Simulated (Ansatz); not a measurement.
**Run report: Ni8H2O, geometry relaxation (part 3 of 3)**

Ni8H2O (slab, 11 atoms in the cell); DFT PBE+D3(BJ), scalar-relativistic, plane waves, PAW, spin-polarised (Ansatz 0.2.0); cutoff 420 eV, 7×13×1 k-mesh, Gaussian smearing of 0.1 eV, collinear spins. The structure derives from an entry of the Crystallography Open Database. The input holds or restrains some coordinates. Forces given for the steps count only the free coordinates.

Geometry of the input (Å; fractional positions):
```
4.9189  0.0000  0.0000
-1.2297  2.1299  0.0000
0.0000  0.0000  25.4044
Ni 0.3333  0.3333  0.3346
Ni 0.8333  0.3333  0.3346
Ni 0.6667  0.6667  0.4136
Ni 0.1667  0.6667  0.4136
Ni 0.0000  0.0000  0.4927
Ni 0.5000  0.0000  0.4927
Ni 0.3333  0.3333  0.5717
Ni 0.8333  0.3333  0.5717
O  0.3333  0.3333  0.6568
H  0.5344  0.4469  0.6717
H  0.2809  0.6284  0.6717
```

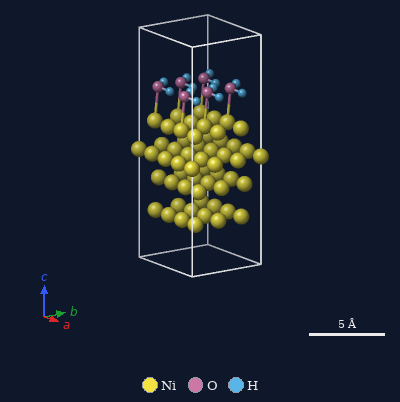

The geometry at step 5 of the log (ball-and-stick view of the 2 × 3 repeat of the cell, with the vacuum cut short, seen slightly off an axis).

Log, continued:
```
relax step   9: F+E_penalty+E_count = -47317.71050793 eV  Δ(F+E_penalty+E_count) = -3.719e-7 eV  max|allowed force component| = 1.915e-2 eV/Å  Δτ_max = 0.0000 Å  (5 SCF iters, accepted)
WARN: The output density's exchange-correlation potential varies sharply where the density is thin. Do not read a vacuum level from v_tot or v_xc, or from such a field of the output density. On a cell that repeats whose density bears no net charge and no dipole along the vacuum's axis use v_es (v_loc + v_h of the components); under efield.dipole_correction with no amplitude use v_es + v_field, which holds any external_charges[].barrier, or the levels of the report's work_function block, which leave it out; under a non-zero efield.amplitude the vacuum is tilted and has no level; on a cell that repeats and bears such a dipole with no correction it is tilted too, and efield.dipole_correction with no amplitude gives each side of its ramp a level where efield: is served; in a cell that repeats whose density bears a net charge (total_charge, or a fill off its count) it is curved and has none; of a slab under crystal.periodic whose density bears no net charge use v_es, which has a level on each side, short of where the two are joined; of another it falls or rises all the way out and has none; of a slab beside external_charges read slab_vacuum_level instead, which it has where they leave it neutral. The grid or the basis barely resolves most such structure, and the values can differ between equally converged runs; as a rule a tighter scf.convergence.dr2_threshold does not remove it. Where the density itself ripples (under the LDA too) a higher basis.ecutwfc lessens it. The files hold the spikes' plane waves up to the density's cutoff. Files: v_tot_of_output_density and the like, and their columns of v_z.tsv (output.write_potential); v_xc_of_output_density and the like, and their columns of v_comp_z.tsv (output.write_potential_components). Measured: with its Gaussian average of σ = 0.25 Å subtracted twice, the exchange-correlation potential is over 0.1 eV at 239 of the grid points where the equally averaged density (valence and model cores) is under 1e-3 e/Å³, and 0.359 eV at the most among them, at an averaged density of 8.7e-4 e/Å³. The input density's (outcome.potential() and, of a run that writes arrays, v_tot and v_xc) is over 0.1 eV, so measured, at 193 points of its own thin density, 0.358 eV at the most. See output.write_potential in the manual, Limitations
SCF converged after 5 iterations
Magnetization: 5.2032 μB (78.6016 up, 73.3984 down)
Absolute magnetization: 6.0369 μB (∫|ρ↑−ρ↓|, with the PAW one-centre terms)
Spin contamination: 0.0813 ħ² per cell (⟨S²⟩ above its minimum at these occupations)
Per-site moments (μB) at R_I (Å): [(0.6984753022620263, 1.0145227069698228), (0.699344963316455, 1.0145227069698228), (0.6884136840767333, 1.013226471476719), (0.708692470956244, 1.0085785526412998), (0.6775408801758039, 1.0026802101223724), (0.7106050716276316, 1.0006855842721365), (0.7189958926137243, 0.988091749699237), (0.6440633245051244, 1.0006855842721365), (0.0031939047198088, 0.40639573360402514), (-0.0002555006767802719, 0.40639573360402514), (-0.00012639223369993616, 0.4135810920458577)]
Free energy (F): -47317.710508 eV
Harris-Foulkes:  -47317.710508 eV  (|F-HF|=7.62e-8)
Internal energy: -47317.645530 eV  (E = F + TS)
E sigma→0 (E₀):  -47317.678019 eV
Entropy (-TS):   -0.064978 eV (-5.907 meV/atom)
Fermi energy:    3.345987 eV
Dipole field:    D = 0.027491 V/Å  (p = 0.040436 e·Å, saw-weighted, corrected)
Work function:   Φ+ = 4.4106 eV   Φ− = 5.1090 eV
Levels:          The Fermi level and band energies are counted from a zero that moves with the ramp; work functions are not
--- Per-component energies (eV) ---
  E_band       = -4456.120557
  E_kinetic    = 2461.261326
  E_local      = -395059.201373  (includes V_loc(G=0)·N_el)
  E_nonlocal   = 5143.448465
  E_hartree    = 194115.460183
  E_xc         = -766.915529
  E_vxc        = -987.665398  (∫ρ·V_xc dr)
  E_paw        = -13202.865687  (= ΣΔE_a)
  E_vpaw       = -4249.003820  (= ΣTr[D̂ρ^β])
  E_aug_tail   = 0.004532  (compensation charges beyond the density's cutoff)
  E_efield     = 0.000556  (sawtooth field / dipole correction)
  E_vefield    = 4.105399  (∫n·V_field dr)
  E_ewald      = 159994.221296
  E_disp       = -3.059301  (pairwise vdW)
  E_smearing   = -0.064978  (= −TS)
  E_closure    = 0.000000  (closes the sum)
  Σ components = -47317.710508   (vs F -47317.710508, Δ=0.00e0)
--- Forces (eV/Å), atoms counted from 1 ---
  atom   1  Ni    -0.00836984    -0.00750707     0.01013358
  atom   2  Ni     0.00041479    -0.00337185     0.00760467
  atom   3  Ni    -0.00393474     0.00422026     0.01888619
  atom   4  Ni     0.01319936     0.01432646    -0.04057611
  atom   5  Ni    -0.00276538    -0.00210891    -0.00139961
  atom   6  Ni     0.00064353    -0.00072175     0.00810379
  atom   7  Ni    -0.00452366    -0.00230645    -0.00394528
  atom   8  Ni    -0.00133329     0.00026493    -0.01027216
  atom   9  O     -0.01914955    -0.01346121     0.01217617
  atom  10  H      0.01422023     0.00589172     0.00262024
  atom  11  H      0.01159532     0.00477244    -0.00341031
  max |Σ_I F_I| component: 7.88e-5 eV/Å
--- Band table (eV; the first three rows and the last of 92) ---
  k-point 0 ↑: bands = ["-100.4392", "-100.4230", "-100.3936", "-100.3904", "-100.1939", "-100.1138", "-100.0880", "-100.0347", "-60.9074", "-60.8986", "-60.8896", "-60.8200", "-60.7824", "-60.7705", "-60.7578", "-60.7333", "-60.7019", "-60.6964", "-60.6841", "-60.6785", "-60.6779", "-60.6542", "-60.5383", "-60.5155", "-60.5007", "-60.4755", "-60.4696", "-60.4627", "-60.4598", "-60.3382", "-60.3187", "-60.2219", "-18.8589", "-5.8735", "-5.4987", "-4.1366", "-2.5544", "-1.8260", "-1.5170", "-1.3819", "-1.3255", "-0.9570", "-0.8138", "-0.7609", "-0.3860", "-0.2903", "0.4931", "0.6580", "0.7119", "0.7428", "0.8614", "0.8628", "0.8644", "0.8671", "0.9911", "1.1152", "1.1236", "1.1285", "1.1614", "1.1691", "1.1802", "1.5732", "1.6425", "2.0028", "2.0145", "2.1586", "2.1722", "2.2638", "2.3393", "2.5108", "2.5541", "2.5579", "2.6907", "2.7099", "2.7276", "2.7397", "2.7839", "2.8056", "2.9298", "2.9416", "3.5344", "3.9261", "5.1742", "5.8273", "5.9204", "6.9197", "7.8846", "8.2790", "8.6453", "9.5210", "9.7486", "10.3286", "10.6514", "11.1483", "12.0134"]
  k-point 1 ↑: bands = ["-100.4376", "-100.4221", "-100.3935", "-100.3901", "-100.1930", "-100.1123", "-100.0880", "-100.0341", "-60.9029", "-60.8943", "-60.8845", "-60.8191", "-60.7847", "-60.7726", "-60.7604", "-60.7395", "-60.7089", "-60.7022", "-60.6913", "-60.6836", "-60.6738", "-60.6489", "-60.5448", "-60.5213", "-60.5001", "-60.4814", "-60.4770", "-60.4707", "-60.4633", "-60.3370", "-60.3187", "-60.2214", "-18.7909", "-5.8424", "-5.3048", "-3.9456", "-2.3861", "-1.6847", "-1.4463", "-1.3230", "-1.2667", "-0.8833", "-0.7898", "-0.7276", "-0.6200", "-0.2499", "0.4451", "0.5640", "0.6063", "0.7678", "0.7866", "0.9005", "0.9241", "0.9378", "0.9581", "1.0030", "1.0632", "1.1042", "1.1895", "1.2148", "1.2545", "1.3343", "1.7372", "1.9403", "1.9566", "2.0598", "2.1371", "2.1847", "2.2015", "2.2663", "2.3418", "2.4242", "2.5471", "2.6046", "2.6269", "2.6647", "2.7161", "2.7673", "2.8215", "3.3491", "4.1247", "4.2397", "4.9763", "5.8940", "6.9062", "7.1139", "8.0811", "8.4852", "8.8353", "9.6796", "9.9392", "10.5348", "10.8263", "11.3173", "12.2312"]
  k-point 2 ↑: bands = ["-100.4334", "-100.4195", "-100.3930", "-100.3890", "-100.1907", "-100.1082", "-100.0880", "-100.0323", "-60.8930", "-60.8817", "-60.8719", "-60.8178", "-60.7924", "-60.7824", "-60.7655", "-60.7526", "-60.7318", "-60.7201", "-60.7096", "-60.6908", "-60.6631", "-60.6353", "-60.5633", "-60.5359", "-60.5100", "-60.4985", "-60.4941", "-60.4848", "-60.4697", "-60.3339", "-60.3185", "-60.2198", "-18.5956", "-5.8041", "-4.7154", "-3.4012", "-2.0322", "-1.7419", "-1.2923", "-1.2246", "-1.0850", "-0.9828", "-0.6648", "-0.6370", "-0.3102", "-0.1073", "0.2612", "0.2973", "0.4109", "0.5757", "0.6216", "0.7652", "0.8604", "0.9284", "0.9463", "1.0286", "1.0745", "1.1612", "1.2021", "1.2133", "1.4246", "1.4796", "1.5096", "1.6052", "1.6926", "1.7813", "1.8287", "1.8929", "2.0516", "2.1693", "2.1961", "2.2806", "2.3793", "2.5393", "2.5564", "2.6834", "2.7241", "2.7375", "2.8016", "4.1186", "4.3868", "4.9769", "5.3355", "6.3307", "7.6685", "8.1364", "8.6790", "9.1047", "9.4078", "10.1857", "10.5254", "11.0686", "11.3499", "11.9205", "12.6822"]
  k-point 45 ↓: bands = ["-99.5501", "-99.5328", "-99.5270", "-99.5171", "-99.2968", "-99.2354", "-99.2299", "-99.2238", "-60.0210", "-60.0097", "-60.0000", "-59.9545", "-59.9303", "-59.9036", "-59.8958", "-59.8935", "-59.8834", "-59.8701", "-59.8668", "-59.8478", "-59.7805", "-59.7366", "-59.6798", "-59.6640", "-59.6583", "-59.6430", "-59.6374", "-59.6229", "-59.6137", "-59.5277", "-59.5193", "-59.5110", "-18.7717", "-5.9552", "-4.3715", "-3.0710", "-2.3139", "-1.7649", "-1.4224", "-1.1548", "-0.7580", "-0.5603", "-0.4576", "0.0167", "0.2843", "0.5801", "0.7855", "0.8762", "0.9955", "1.0310", "1.1921", "1.4103", "1.4748", "1.5406", "1.5898", "1.6488", "1.7726", "1.8151", "1.9170", "1.9375", "1.9721", "2.0262", "2.1872", "2.2562", "2.3421", "2.3737", "2.4443", "2.5378", "2.7296", "2.7750", "2.8236", "2.9338", "3.0307", "3.1286", "3.2028", "3.2621", "3.4186", "3.4448", "3.4885", "3.5434", "3.6239", "4.4496", "4.9529", "6.0940", "6.8933", "8.0976", "8.9011", "9.2210", "9.5517", "10.0374", "10.4601", "11.0672", "11.4990", "11.7357", "11.9772"]
--- Relaxed structure (9 steps of the walk, 9 accepted, 0 SCFs on fresh bases) ---
  F+E_penalty+E_count = -47317.71050793 eV   max|allowed force component| = 1.915e-2 eV/Å
  atoms:
    - { symbol: Ni, position: [0.3333333333, 0.3333333333, 0.3345877742] }
    - { symbol: Ni, position: [0.8333333333000001, 0.3333333333, 0.3345877742] }
    - { symbol: Ni, position: [0.6666666667, 0.6666666667, 0.4136343992] }
    - { symbol: Ni, position: [0.1666666667, 0.6666666667, 0.4136343992] }
    - { symbol: Ni, position: [0.002405669158707587, 0.004318735061443945, 0.49224192055785987] }
    - { symbol: Ni, position: [0.49993062584658965, 0.0018692153496243206, 0.492861881994578] }
    - { symbol: Ni, position: [0.33183446733162136, 0.33530290079435543, 0.573168156188845] }
    - { symbol: Ni, position: [0.8357629796131694, 0.3389963501423728, 0.5699813433939485] }
    - { symbol: O, position: [0.4086278270874239, 0.4246263567879438, 0.6706708539484353] }
    - { symbol: H, position: [0.6179953184838971, 0.6514531077184182, 0.6542830553879866] }
    - { symbol: H, position: [0.3593142499537907, 0.7645720446275597, 0.6789814865344668] }
--- Löwdin populations: 11 sites ---
  site symbol       q [e]    m [muB]
     0     Ni     17.8038     0.6878
     1     Ni     17.8066     0.6917
     2     Ni     17.7654     0.6809
     3     Ni     17.7649     0.6997
     4     Ni     17.7654     0.6683
     5     Ni     17.7570     0.6993
     6     Ni     17.7420     0.7058
     7     Ni     17.8558     0.6384
     8      O      6.6822     0.0085
     9      H      0.6630    -0.0075
    10      H      0.6039    -0.0007
  spilling = 0.011775 (of n_electrons = 152.000000)
```

Trajectory as extended XYZ (Å, eV, eV/Å), 9 frames, from step=1 to step=9:
```
11
Lattice="4.9189 0.0000 0.0000 -1.2297 2.1299 0.0000 0.0000 0.0000 25.4044" Properties=species:S:1:pos:R:3:forces:R:3 step=1 energy=-47317.32399
Ni    1.2297    0.7100    8.5000   -0.0135  -0.0103   0.0064
Ni    3.6892    0.7100    8.5000    0.0076   0.0000   0.0132
Ni    2.4594    1.4200   10.5081    0.0113   0.0043  -0.0241
Ni    0.0000    1.4200   10.5081   -0.0091  -0.0068   0.0259
Ni    0.0000    0.0000   12.5163    0.0128   0.0062   0.0323
Ni    2.4594    0.0000   12.5163   -0.0024   0.0025  -0.0032
Ni    1.2297    0.7100   14.5244   -0.0119   0.0183  -0.0556
Ni    3.6892    0.7100   14.5244    0.0203   0.0145  -0.3942
O     1.2297    0.7100   16.6844    0.1373  -1.2672   0.3943
H     2.0792    0.9519   17.0644    1.0245   0.6340  -0.0602
H     0.6092    1.3385   17.0644   -1.1770   0.6046   0.0649
11
Lattice="4.9189 0.0000 0.0000 -1.2297 2.1299 0.0000 0.0000 0.0000 25.4044" Properties=species:S:1:pos:R:3:forces:R:3 step=2 energy=-47317.50932
Ni    1.2297    0.7100    8.5000   -0.0126  -0.0100   0.0070
Ni    3.6892    0.7100    8.5000    0.0053  -0.0012   0.0129
Ni    2.4594    1.4200   10.5081    0.0066  -0.0027  -0.0176
Ni    0.0000    1.4200   10.5081   -0.0047  -0.0086   0.0124
Ni    0.0014   -0.0022   12.5140    0.0124   0.0097   0.0125
Ni    2.4572   -0.0044   12.5185   -0.0026  -0.0018   0.0171
Ni    1.2272    0.7004   14.5419   -0.0152  -0.0116  -0.0240
Ni    3.6878    0.7035   14.5047    0.0143   0.0083  -0.2044
O     1.2570    0.6688   16.7414    1.1417  -0.1267   0.9252
H     2.1212    1.1260   16.9880   -0.8154  -0.2723  -0.5387
H     0.5523    1.2716   17.0677   -0.3297   0.4168  -0.1994
11
Lattice="4.9189 0.0000 0.0000 -1.2297 2.1299 0.0000 0.0000 0.0000 25.4044" Properties=species:S:1:pos:R:3:forces:R:3 step=3 energy=-47317.57458
Ni    1.2297    0.7100    8.5000   -0.0112  -0.0096   0.0090
Ni    3.6892    0.7100    8.5000    0.0034  -0.0025   0.0111
Ni    2.4594    1.4200   10.5081    0.0000  -0.0125   0.0053
Ni    0.0000    1.4200   10.5081   -0.0002  -0.0114   0.0099
Ni    0.0023   -0.0056   12.5135    0.0095   0.0102  -0.0141
Ni    2.4545   -0.0103   12.5232   -0.0014  -0.0026   0.0220
Ni    1.2234    0.6867   14.5632   -0.0258  -0.0439  -0.0716
Ni    3.6854    0.6941   14.4904    0.0067   0.0010  -0.0446
O     1.2820    0.6483   16.8115    1.2810   0.9722   0.5101
H     2.1250    1.2488   16.8368   -1.4081  -1.0406  -0.2482
H     0.5472    1.2780   17.0591    0.1462   0.1395  -0.1887
11
Lattice="4.9189 0.0000 0.0000 -1.2297 2.1299 0.0000 0.0000 0.0000 25.4044" Properties=species:S:1:pos:R:3:forces:R:3 step=4 energy=-47317.65502
Ni    1.2297    0.7100    8.5000   -0.0147  -0.0125   0.0090
Ni    3.6892    0.7100    8.5000    0.0051  -0.0037   0.0104
Ni    2.4594    1.4200   10.5081   -0.0144  -0.0277   0.0113
Ni    0.0000    1.4200   10.5081   -0.0028  -0.0188  -0.0042
Ni   -0.0038   -0.0137   12.5097    0.0116   0.0022   0.0356
Ni    2.4495   -0.0193   12.5252   -0.0027   0.0085  -0.0494
Ni    1.2070    0.6598   14.5535   -0.0231   0.0320  -0.0372
Ni    3.6721    0.6742   14.4950    0.0607   0.0301  -0.1554
O     1.3597    0.8030   16.8065   -0.2198  -0.0944   0.3844
H     2.1659    1.3625   16.7159   -0.0242  -0.0011  -0.1374
H     0.6205    1.4521   16.9935    0.2242   0.0853  -0.0698
11
Lattice="4.9189 0.0000 0.0000 -1.2297 2.1299 0.0000 0.0000 0.0000 25.4044" Properties=species:S:1:pos:R:3:forces:R:3 step=5 energy=-47317.68920
Ni    1.2297    0.7100    8.5000   -0.0126  -0.0111   0.0105
Ni    3.6892    0.7100    8.5000    0.0029  -0.0045   0.0094
Ni    2.4594    1.4200   10.5081   -0.0119  -0.0160   0.0102
Ni    0.0000    1.4200   10.5081    0.0018  -0.0076  -0.0249
Ni   -0.0001   -0.0056   12.5072    0.0045  -0.0025   0.0028
Ni    2.4501   -0.0116   12.5228   -0.0026   0.0008  -0.0136
Ni    1.2064    0.6728   14.5624   -0.0175   0.0289  -0.0506
Ni    3.6772    0.6873   14.4801    0.0190   0.0095  -0.0424
O     1.3838    0.8272   16.8764    0.2063   0.0729   0.1322
H     2.1871    1.3616   16.6313   -0.2950  -0.1673   0.0136
H     0.6820    1.5106   17.0793    0.1050   0.0968  -0.0470
11
Lattice="4.9189 0.0000 0.0000 -1.2297 2.1299 0.0000 0.0000 0.0000 25.4044" Properties=species:S:1:pos:R:3:forces:R:3 step=6 energy=-47317.70597
Ni    1.2297    0.7100    8.5000   -0.0102  -0.0089   0.0102
Ni    3.6892    0.7100    8.5000    0.0008  -0.0038   0.0085
Ni    2.4594    1.4200   10.5081   -0.0104  -0.0036   0.0128
Ni    0.0000    1.4200   10.5081    0.0067   0.0063  -0.0370
Ni    0.0019    0.0035   12.5054   -0.0021  -0.0017  -0.0105
Ni    2.4520   -0.0019   12.5213   -0.0007  -0.0009  -0.0106
Ni    1.2076    0.6993   14.5587   -0.0036  -0.0019  -0.0223
Ni    3.6822    0.7087   14.4780    0.0017   0.0040  -0.0152
O     1.4315    0.8681   16.9727    0.1241   0.0566  -0.0841
H     2.1989    1.3595   16.5863   -0.0597  -0.0545   0.0546
H     0.7555    1.5882   17.1397   -0.0468   0.0085   0.0936
11
Lattice="4.9189 0.0000 0.0000 -1.2297 2.1299 0.0000 0.0000 0.0000 25.4044" Properties=species:S:1:pos:R:3:forces:R:3 step=7 energy=-47317.70923
Ni    1.2297    0.7100    8.5000   -0.0096  -0.0085   0.0099
Ni    3.6892    0.7100    8.5000    0.0002  -0.0041   0.0076
Ni    2.4594    1.4200   10.5081   -0.0120  -0.0055   0.0158
Ni    0.0000    1.4200   10.5081    0.0076   0.0062  -0.0433
Ni    0.0018    0.0031   12.5042   -0.0005  -0.0014   0.0028
Ni    2.4520   -0.0025   12.5212   -0.0021   0.0005  -0.0117
Ni    1.2082    0.6987   14.5593    0.0020   0.0118   0.0032
Ni    3.6822    0.7084   14.4777    0.0113   0.0083  -0.0067
O     1.4713    0.9017   17.0170    0.0646   0.0873  -0.0697
H     2.2303    1.3887   16.6121   -0.0709  -0.0612   0.0454
H     0.8016    1.6266   17.2018    0.0093  -0.0333   0.0461
11
Lattice="4.9189 0.0000 0.0000 -1.2297 2.1299 0.0000 0.0000 0.0000 25.4044" Properties=species:S:1:pos:R:3:forces:R:3 step=8 energy=-47317.71051
Ni    1.2297    0.7100    8.5000   -0.0084  -0.0075   0.0103
Ni    3.6892    0.7100    8.5000    0.0004  -0.0034   0.0077
Ni    2.4594    1.4200   10.5081   -0.0039   0.0042   0.0190
Ni    0.0000    1.4200   10.5081    0.0132   0.0143  -0.0405
Ni    0.0065    0.0092   12.5051   -0.0028  -0.0021  -0.0015
Ni    2.4568    0.0040   12.5209    0.0006  -0.0007   0.0080
Ni    1.2199    0.7142   14.5610   -0.0045  -0.0023  -0.0040
Ni    3.6942    0.7220   14.4800   -0.0013   0.0003  -0.0103
O     1.4878    0.9044   17.0380   -0.0191  -0.0135   0.0122
H     2.2387    1.3876   16.6217    0.0142   0.0059   0.0026
H     0.8272    1.6285   17.2491    0.0116   0.0048  -0.0034
11
Lattice="4.9189 0.0000 0.0000 -1.2297 2.1299 0.0000 0.0000 0.0000 25.4044" Properties=species:S:1:pos:R:3:forces:R:3 step=9 energy=-47317.71051
Ni    1.2297    0.7100    8.5000   -0.0084  -0.0075   0.0101
Ni    3.6892    0.7100    8.5000    0.0004  -0.0034   0.0076
Ni    2.4594    1.4200   10.5081   -0.0039   0.0042   0.0189
Ni    0.0000    1.4200   10.5081    0.0132   0.0143  -0.0406
Ni    0.0065    0.0092   12.5051   -0.0028  -0.0021  -0.0014
Ni    2.4568    0.0040   12.5209    0.0006  -0.0007   0.0081
Ni    1.2199    0.7142   14.5610   -0.0045  -0.0023  -0.0039
Ni    3.6942    0.7220   14.4800   -0.0013   0.0003  -0.0103
O     1.4878    0.9044   17.0380   -0.0192  -0.0135   0.0122
H     2.2387    1.3876   16.6217    0.0142   0.0059   0.0026
H     0.8272    1.6285   17.2491    0.0116   0.0048  -0.0034
```

Key numbers:

| quantity | value |
| --- | --- |
| outcome | converged under the restraints of the input |
| electrons treated | 152 |
| free energy | −47317.7105 eV |
| work function, top face | 4.41 eV |
| work function, bottom face | 5.11 eV |
| Fermi energy | 3.346 eV |
| gap on the k-point mesh | none (metallic) |
| net moment of the cell | 5.20 μB |
| integrated absolute moment | 6.04 μB |
| final volume | 266.16 Å³ |
| work function (upper face) | 4.41 eV |
| largest force (length of the vector) at the end, held atoms and coordinates included | 0.045 eV/Å |
| hardware | 8 threads of Arm Neoverse N1, 98 GiB of memory available, shared host |
| wall time | 14 min (CPU time 1.8 h) |
| peak memory | 2.5 GiB |

Warnings of the run: the exchange-correlation potential is rough where the density is thin.
